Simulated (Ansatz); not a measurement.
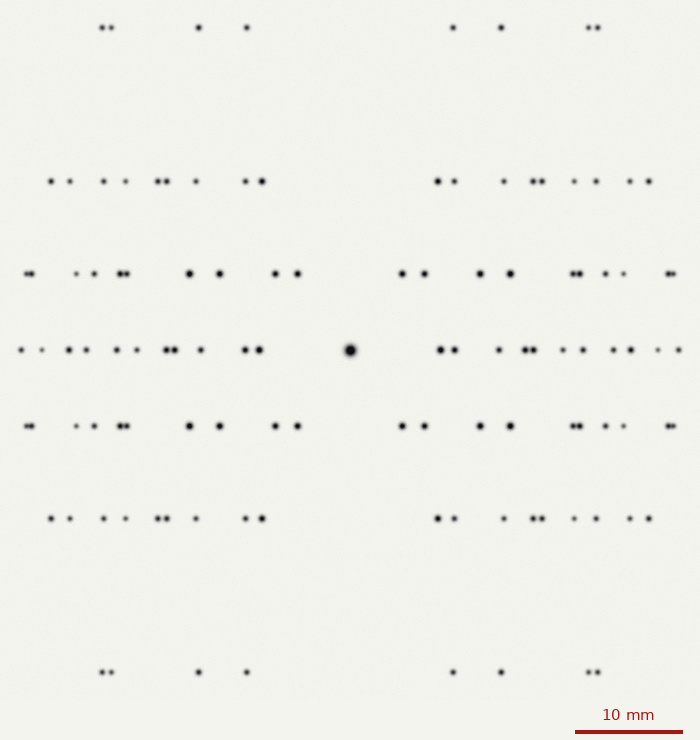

Simulated X-ray rotation photograph: Mo Kα radiation (λ = 0.7107 Å), cylindrical film of radius 28.65 mm unrolled, rotation axis vertical and normal to the beam, kinematic intensities without Lorentz or polarisation factors, the film spanning ±63° about the beam; spots down to d = 0.69 Å.

Measure the layer lines and find the identity period along the axis.

The first layer line lies 7.2 mm from the equator, so tan ν = 0.250, sin ν = 0.242 and the period is λ/sin ν = 2.93 Å. Further lines follow at 15.9, 30.3 mm.

The crystal is Ag, space group Fm-3m (No. 225), a = 4.15 Å. Structure: coordinates from a relaxation with DFT PBE, scalar-relativistic, plane waves, PAW in Ansatz 0.2.0; the starting structure was generated, so it need not be a known form of this composition.

About which axis was it rotated?

About [110] (or an equivalent direction), whose length in the conventional cell is 5.865 Å; the F centring shortens the period to 1/2 of it.
